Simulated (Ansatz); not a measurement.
# Co2Si3: single-point calculation

- system: Co2Si3 (P-3m1, 5 atoms in the cell)
- method: DFT PBE, scalar-relativistic, plane waves, PAW, spin-polarised (Ansatz 0.2.0)

The structure was built on a prototype by a generator; it need not be a known phase. It belongs to a series of runs on one base structure; here: A-type sesquioxide type (P-3m1, No. 164). Figures and captions count atoms from 1; the log counts them from 0 in places.

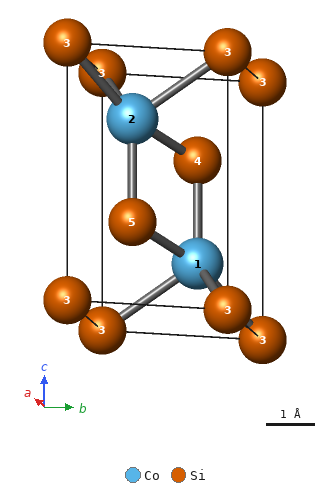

*The structure (ball-and-stick view of the cell of the calculation, seen at an oblique angle; atoms are numbered from 1 in the order of the input).*

Near neighbours in the crystal (not all of them lie inside the picture): Co has 7 Si at 2.14 to 2.46 Å; Si has 6 Co at 2.46 Å; Si has 4 Co at 2.14 to 2.21 Å.

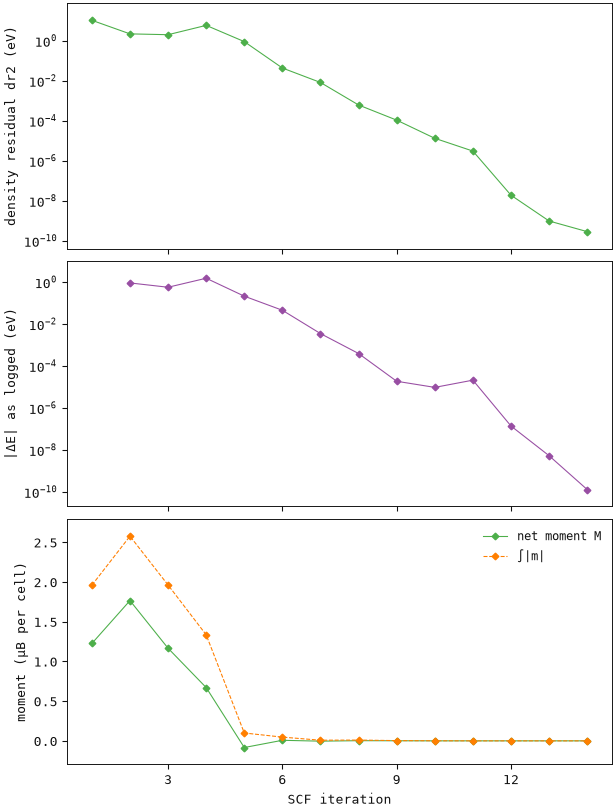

*Convergence of the self-consistent field: density residual dr2, size of the energy change and magnetic moment against the SCF iteration.*

The residual comes down, with one marked jump up, by a factor of about 3, at step 4. The net moment goes from 1.2 to 0.0 μB per cell, with excursions between −0.1 and 1.8 on the way, and ∫|m| falls to zero.

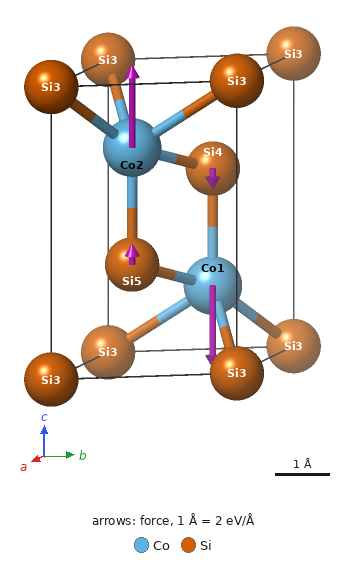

*Forces on the atoms as pink arrows (ball-and-stick view of the cell of the calculation, seen slightly off an axis; atoms are numbered from 1 in the order of the input).*

The largest act on Co1, Co2 (3.14 eV/Å). The geometry is not a stationary point of this energy.

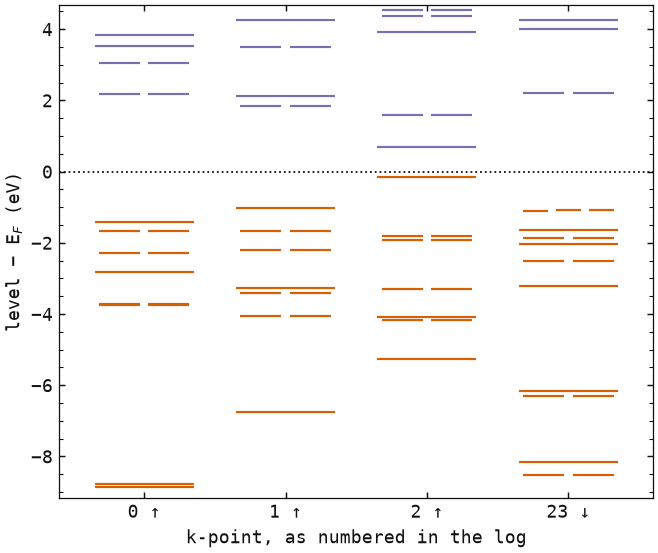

*Kohn–Sham levels near the Fermi level (dotted) at the few k-points that the log prints; levels within 0.02 eV of each other stand side by side.*

The system is metallic on the full mesh.

The input that produced these results follows, with the program's output.

### Input
```yaml
crystal:
  lattice:
    - [3.5572381532, 0.0, 0.0]
    - [-1.7786190766, 3.080658608, 0.0]
    - [0.0, 0.0, 5.5344847409]
  atoms:
    - { symbol: Co, position: [0.3333333333, 0.6666666667, 0.245], spin: 3.0 }
    - { symbol: Co, position: [0.6666666667, 0.3333333333, 0.755], spin: 3.0 }
    - { symbol: Si, position: [0.0, 0.0, 0.0] }
    - { symbol: Si, position: [0.3333333333, 0.6666666667, 0.645] }
    - { symbol: Si, position: [0.6666666667, 0.3333333333, 0.355] }
basis:
  ecutwfc: 420
kpoints:
  mp_grid: { grid: [6, 6, 4] }
hamiltonian:
  xc: pbe
scf:
  occupations: { method: gaussian, width: 0.1 }
  lower_state_search: "off"
output:
  forces: true
  stress: true
  eigenvalues: true
  populations: true
magnetization:
  spin_polarized: true
```

Launched with:
```bash
ansatz run input.yaml --threads 1 --pin off --max-ram 2560MiB --backend cpu --events-out ev --progress --plain --runs-dir out
```

### What the program printed
```
Engine: ansatz 0.2.0, x86_64-unknown-linux-gnu
Pseudopotentials: kind: paw
Pseudopotential: Co, paw, valence charge 17, recommended cutoff 420 eV (normal), Co.paw.azcp
Pseudopotential: Si, paw, valence charge 4, recommended cutoff 420 eV (normal), Si.paw.azcp
Functional definition: PBE
  parameter kappa = 0.804
  parameter beta = 0.06672455060314922
  exchange = pbe_x(kappa = kappa, mu = beta*pi^2/3)
  correlation = pbe_c(beta = beta)
Crystal: 5 atoms, lattice volume = 60.650 Å³
Basis set: ecut = 420 eV, 1153 PW (Γ), exchange–correlation on 48×48×80 points (8 copies of the dense FFT grid, shifted against one another)
Bands: 32, of which v1, the nominal top of the filled ones, is band 23 counted from 1 (22 counted from 0)
Symmetry: 12 space group operations
Space group: P-3m1 (ITA 164), of the structure as read, at distance tolerance 3.9e-5 Å
Magnetic group: BNS 164.85 (UNI 1315), of the structure as read, at distance tolerance 3.9e-5 Å
k-points: 24 of 144
Non-local potential: Co, projectors of the file, l = 0: 3, l = 1: 2, l = 2: 3, l = 3: 1
Non-local potential: Si, projectors of the file, l = 0: 2, l = 1: 2, l = 2: 2
PAW form: soft (Blöchl's): semilocal exchange-correlation on the pseudo side does not see the compensation charge
PAW one-centre angular grid: Co, 590 points (default); XC on 64 Gauss nodes
PAW one-centre angular grid: Si, 110 points (default); XC on 64 Gauss nodes
Initial density: superposition of atomic densities (chi_scale 0.1, normalization cell)
Starting moments: Σ|m| = 6 μB on 2 of 5 sites
Initial wavefunctions: pseudopotential atomic-orbital guess
Functional: x = pbe(κ = 0.804, μ = 0.2195149727645171), c = pbe(β = 0.06672455060314922)
SCF iter   1: F=—  HF=-12159.066455 eV  |F-HF|=—  |Δ(HF+E_count)|=         —  Δρ=2.29e-1 (↑1.19e-1 ↓2.29e-1)  dr2=1.04e1  dr2_m=1.64e1  M=1.226 μB ∫|m|=1.960 μB  β_m=0.30  ethr=3.10e-3  ⟨swp⟩=6.1  Hψ=6509  notcnv=0
preconditioner: auto → Kerker (q_TF=auto, 2.605 Å⁻¹)  [metal: Δε(μ)=0.051 eV  Ē_g=9.077 eV  σ=0.100 eV  W_gap=0.28  n_scr=22 (ndim 8)  ℏωp=26.1 eV  f_vac=0.000  D(μ)=2.27/eV (n_scr^D=22)]
spin=Collinear: Kerker preconditioning applied to the charge; magnetization (m = ρ↑ − ρ↓) channel mixes plain (no charge-response kernel on spin).
SCF iter   2: F=—  HF=-12158.164331 eV  |F-HF|=—  |Δ(HF+E_count)|=   9.02e-1  Δρ=1.77e-1 (↑1.77e-1 ↓1.26e-1)  dr2=2.18e0  dr2_m=1.24e1  M=1.766 μB ∫|m|=2.577 μB  β_m=0.30  ethr=3.10e-3  ⟨swp⟩=2.9  Hψ=3116  notcnv=0  defer=139
Mixer restart at iter 2: flushing history
spin-set hold released at iteration 2 (the charge has settled, or the pull on large starting moments outlasts its swing): the magnetisation degrees of freedom join the quasi-Newton model from the next iteration; the mixer history was flushed
SCF iter   3: F=—  HF=-12158.726537 eV  |F-HF|=—  |Δ(HF+E_count)|=   5.62e-1  Δρ=1.47e-1 (↑1.17e-1 ↓1.47e-1)  dr2=1.98e0  dr2_m=9.56e0  M=1.166 μB ∫|m|=1.962 μB  β_m=0.65  ethr=3.10e-3  ⟨swp⟩=2.5  Hψ=2627  notcnv=0  defer=137
SCF iter   4: F=—  HF=-12160.238000 eV  |F-HF|=—  |Δ(HF+E_count)|=    1.51e0  Δρ=1.29e-1 (↑1.29e-1 ↓1.84e-2)  dr2=5.80e0  dr2_m=2.29e0  M=0.671 μB ∫|m|=1.335 μB  β_m=0.80  ethr=3.10e-3  ⟨swp⟩=3.4  Hψ=3003  notcnv=0  defer=133
SCF iter   5: F=—  HF=-12160.026517 eV  |F-HF|=—  |Δ(HF+E_count)|=   2.11e-1  Δρ=3.58e-2 (↑1.11e-2 ↓3.58e-2)  dr2=8.94e-1  dr2_m=1.29e-1  M=-0.084 μB ∫|m|=0.099 μB  β_m=0.90  ethr=3.10e-3  ⟨swp⟩=2.3  Hψ=3034  notcnv=0  defer=133
SCF iter   6: F=—  HF=-12159.981620 eV  |F-HF|=—  |Δ(HF+E_count)|=   4.49e-2  Δρ=7.63e-3 (↑7.63e-3 ↓2.83e-3)  dr2=4.28e-2  dr2_m=3.42e-3  M=0.007 μB ∫|m|=0.047 μB  β_m=0.85  ethr=1.94e-3  ⟨swp⟩=2.0  Hψ=1798  notcnv=0  defer=130
SCF iter   7: F=—  HF=-12159.978148 eV  |F-HF|=—  |Δ(HF+E_count)|=   3.47e-3  Δρ=2.60e-3 (↑2.60e-3 ↓1.97e-3)  dr2=8.10e-3  dr2_m=1.33e-4  M=-0.004 μB ∫|m|=0.008 μB  β_m=0.93  ethr=9.31e-5  ⟨swp⟩=2.4  Hψ=2647  notcnv=0  defer=130
SCF iter   8: F=—  HF=-12159.977759 eV  |F-HF|=—  |Δ(HF+E_count)|=   3.89e-4  Δρ=1.05e-3 (↑2.06e-4 ↓1.05e-3)  dr2=6.06e-4  dr2_m=1.48e-4  M=0.002 μB ∫|m|=0.010 μB  β_m=0.85  ethr=1.76e-5  ⟨swp⟩=1.2  Hψ=1560  notcnv=0  defer=128
SCF iter   9: F=—  HF=-12159.977741 eV  |F-HF|=—  |Δ(HF+E_count)|=   1.85e-5  Δρ=4.10e-4 (↑4.10e-4 ↓1.33e-4)  dr2=1.06e-4  dr2_m=1.70e-5  M=0.001 μB ∫|m|=0.003 μB  β_m=0.92  ethr=1.32e-6  ⟨swp⟩=2.1  Hψ=1844  notcnv=0  defer=128
SCF iter  10: F=—  HF=-12159.977750 eV  |F-HF|=—  |Δ(HF+E_count)|=   9.46e-6  Δρ=1.04e-4 (↑1.04e-4 ↓5.12e-5)  dr2=1.31e-5  dr2_m=5.50e-7  M=-0.000 μB ∫|m|=0.001 μB  β_m=0.95  ethr=2.31e-7  ⟨swp⟩=2.1  Hψ=1935  notcnv=0  defer=128
SCF iter  11: F=—  HF=-12159.977729 eV  |F-HF|=—  |Δ(HF+E_count)|=   2.09e-5  Δρ=4.84e-5 (↑4.84e-5 ↓3.02e-5)  dr2=3.01e-6  dr2_m=5.74e-8  M=-0.000 μB ∫|m|=0.000 μB  β_m=0.91  ethr=2.84e-8  ⟨swp⟩=1.5  Hψ=1601  notcnv=0  defer=128
iter 12 did not close the SCF: its close was put off for a magnetic moment that had not settled (scf_convergence_deferred on its scf_iter line)
SCF iter  12: F=-12159.977729 eV  HF=-12159.977729 eV  |F-HF|=6.51e-10  |Δ(HF+E_count)|=   1.36e-7  Δρ=4.02e-6 (↑2.72e-6 ↓4.02e-6)  dr2=1.87e-8  dr2_m=3.58e-9  M=0.000 μB ∫|m|=0.000 μB  β_m=0.96  ethr=2.17e-10  ⟨swp⟩=8.9  Hψ=6997  notcnv=0
iter 13 did not close the SCF: its close was put off for a magnetic moment that had not settled (scf_convergence_deferred on its scf_iter line)
SCF iter  13: F=-12159.977729 eV  HF=-12159.977729 eV  |F-HF|=3.17e-10  |Δ(HF+E_count)|=   5.21e-9  Δρ=1.13e-6 (↑1.13e-6 ↓6.80e-7)  dr2=9.61e-10  dr2_m=3.42e-10  M=-0.000 μB ∫|m|=0.000 μB  β_m=0.98  ethr=4.07e-11  ⟨swp⟩=2.0  Hψ=4217  notcnv=0
SCF iter  14: F=-12159.977729 eV  HF=-12159.977729 eV  |F-HF|=2.47e-10  |Δ(HF+E_count)|=  1.27e-10  Δρ=4.27e-7 (↑4.27e-7 ↓3.30e-7)  dr2=2.83e-10  dr2_m=1.71e-12  M=-0.000 μB ∫|m|=0.000 μB  ethr=2.09e-12  ⟨swp⟩=1.0  Hψ=3796  notcnv=0
WARN: the starting moments were not kept: the SCF closed with an absolute magnetisation of 1.8e-6 μB, where they sum to 6 μB in size (2 sites). That is at most 0.1 of that sum. Measured as dr2_m measures the in/out step, that magnetisation stands 1.4e-12 eV from none, at or under the dr2_threshold of 1.0e-7 eV: it is no larger than a step whose dr2_m would equal this threshold. The system may hold no moment; this SCF shows only that its start led to no more than that. To try another start: raise the starting moments (crystal.atoms[].spin, magnetization.per_species, magnetization.initial_magnetization, or on a non-collinear deck that types none of these the spinor_matrix: blocks that start its atoms; where the total moment is fixed, keep their sum and leave initial_magnetization as it is; typed ones take the place of any that the run laid by itself, positive ones on a crystal's lanthanoids without a Hubbard term where scf.initial_density.shell_occupations: [] is typed) or, if the notice of its spin-set hold's release reads "site moments contracting" or "site moments show no strong build", lengthen the hold (scf.mixing.spin_hold: { on: { confirm: 4 } }; for m-r²SCAN on two components see the key's manual first). Each may lead to a state that holds a moment. A second SCF, from the converged charge density, with the starting moments and any scf.initial_density.shell_occupations laid on it anew, would have followed, and was not run: the deck does not ask for one (magnetization.retry_lost_moments is false, the default). To let it run, set magnetization.retry_lost_moments: true and run the deck again, where that key's refused combinations let it; where memory then withholds it, that run's warning says so.
SCF 1 converged in 14 iterations: F = -12159.977729 eV  dr2 = 2.83e-10
  greatest PAW one-centre occupation: 1.000 electrons in one spin orbital (limit 2), on the Co atom at site 1 (counted from 0), in its partial waves of l = 1
SCF converged after 14 iterations
Magnetization: -0.0000 μB (23.0000 up, 23.0000 down)
Absolute magnetization: 0.0000 μB (∫|ρ↑−ρ↓|, with the PAW one-centre terms)
Spin contamination: 0.0000 ħ² per cell (⟨S²⟩ above its minimum at these occupations)
Per-site moments (μB) at R_I (Å): [(-4.7537480559073577e-7, 0.8836179822620605), (-4.753748056092985e-7, 0.8836179822620605), (9.637524416889553e-9, 1.0151672884712057), (1.4528527523735842e-7, 0.8836179822620605), (1.4528527508370516e-7, 0.8836179822620605)]
Free energy (F): -12159.977729 eV
Harris-Foulkes:  -12159.977729 eV  (|F-HF|=2.47e-10)
Internal energy: -12159.971497 eV  (E = F + TS)
E sigma→0 (E₀):  -12159.974613 eV
Entropy (-TS):   -0.006233 eV (-1.247 meV/atom)
Fermi energy:    14.172984 eV
--- Per-component energies (eV) ---
  E_band       = -545.346321
  E_kinetic    = 1061.260263
  E_local      = -7751.545035  (includes V_loc(G=0)·N_el)
  E_nonlocal   = 989.428641
  E_hartree    = 3361.880526
  E_xc         = -493.423370
  E_vxc        = -563.956723  (∫ρ·V_xc dr)
  E_paw        = -4578.184596  (= ΣΔE_a)
  E_vpaw       = -1004.292809  (= ΣTr[D̂ρ^β])
  E_aug_tail   = 0.000127  (compensation charges beyond the density's cutoff)
  E_ewald      = -4749.388053
  E_smearing   = -0.006233  (= −TS)
  E_closure    = 0.000000  (closes the sum)
  Σ components = -12159.977729   (vs F -12159.977729, Δ=0.00e0)
--- Forces (eV/Å), atoms counted from 1 ---
  atom   1  Co    -0.00000000    -0.00000000    -3.13776224
  atom   2  Co     0.00000000     0.00000000     3.13776224
  atom   3  Si    -0.00000000    -0.00000000     0.00000000
  atom   4  Si    -0.00000000    -0.00000000    -0.80468213
  atom   5  Si     0.00000000     0.00000000     0.80468213
  max |Σ_I F_I| component: 1.11e-16 eV/Å
--- Stress (GPa, compression-positive) ---
       23.235635       0.000000       0.000000
        0.000000      23.235635      -0.000000
        0.000000       0.000000       8.200640
  P = ⅓ Tr σ = 18.2240 GPa (182.240 kbar)
--- Band table (eV; the first three rows and the last of 48) ---
  k-point 0 ↑: bands = ["-80.6601", "-80.6597", "-44.0294", "-44.0294", "-44.0278", "-44.0278", "-43.9659", "-43.9577", "0.8920", "5.3271", "5.4080", "10.4269", "10.4269", "10.4544", "10.4544", "11.3438", "11.8930", "11.8930", "12.5126", "12.5126", "12.7491", "16.3525", "16.3525", "17.2374", "17.2374", "17.6917", "18.0114", "19.9278", "20.1107", "20.1107", "20.9262", "21.5221"]
  k-point 1 ↑: bands = ["-80.6601", "-80.6598", "-44.0291", "-44.0291", "-44.0280", "-44.0280", "-43.9647", "-43.9589", "1.1855", "3.5228", "7.4324", "10.1228", "10.1228", "10.7615", "10.7615", "10.9142", "11.9851", "11.9851", "12.5133", "12.5133", "13.1636", "16.0160", "16.0160", "16.2880", "17.6879", "17.6879", "18.4255", "19.1879", "19.7882", "19.7882", "20.0901", "20.0901"]
  k-point 2 ↑: bands = ["-80.6601", "-80.6599", "-44.0287", "-44.0287", "-44.0285", "-44.0285", "-43.9621", "-43.9616", "1.8861", "2.2878", "8.9075", "10.0011", "10.0011", "10.0843", "10.8628", "10.8628", "12.2522", "12.2522", "12.3601", "12.3601", "14.0142", "14.8516", "15.7751", "15.7751", "18.0883", "18.5370", "18.5370", "18.7068", "18.7068", "19.2512", "19.6783", "19.6783"]
  k-point 23 ↓: bands = ["-80.6599", "-80.6599", "-44.0319", "-44.0319", "-44.0317", "-44.0312", "-43.9611", "-43.9611", "5.6423", "5.6423", "6.0267", "7.8718", "7.8718", "8.0229", "10.9606", "11.6686", "11.6686", "12.1370", "12.2976", "12.2976", "12.5460", "13.0794", "13.0850", "13.0850", "16.3723", "16.3723", "18.1697", "18.4448", "19.6229", "19.6229", "23.2837", "23.2837"]
--- Löwdin populations: 5 sites ---
  site symbol       q [e]    m [muB]
     0     Co     16.7619    -0.0000
     1     Co     16.7619    -0.0000
     2     Si      4.1820     0.0000
     3     Si      3.8838     0.0000
     4     Si      3.8838     0.0000
  spilling = 0.011451 (of n_electrons = 46.000000)
```

### File populations.tsv
```
# site	symbol	l	j	q_up	q_dn
# orbitals = lowdin
# n_electrons = 46.000000
# spilling = 0.011451
0	Co	0_3S	-	0.979986	0.979986
0	Co	0_4S	-	0.301504	0.301504
0	Co	1_3P	-	2.993149	2.993149
0	Co	2_3D	-	4.106304	4.106305
1	Co	0_3S	-	0.979986	0.979986
1	Co	0_4S	-	0.301504	0.301504
1	Co	1_3P	-	2.993149	2.993149
1	Co	2_3D	-	4.106304	4.106305
2	Si	0_3S	-	0.685755	0.685755
2	Si	1_3P	-	1.405233	1.405233
3	Si	0_3S	-	0.619543	0.619543
3	Si	1_3P	-	1.322338	1.322337
4	Si	0_3S	-	0.619543	0.619543
4	Si	1_3P	-	1.322338	1.322337
```

### Results in brief

| quantity | value |
| --- | --- |
| outcome | converged |
| space group (tolerance 0.01 Å) | P-3m1 (164) |
| electrons treated | 46 |
| free energy | −12159.9777 eV |
| Fermi energy | 14.173 eV |
| gap on the k-point mesh | none (metallic) |
| net moment of the cell | 0.00 μB |
| integrated absolute moment | 0.00 μB |
| pressure | 18.22 GPa |
| largest force (length of the vector) | 3.138 eV/Å |
| hardware | 1 thread of Intel Xeon (Granite Rapids), 192 GiB of memory available, shared host |
| wall time | 4.4 s |
| peak memory | 0.41 GiB |

### Notes

The program warns: some starting moments were not kept.
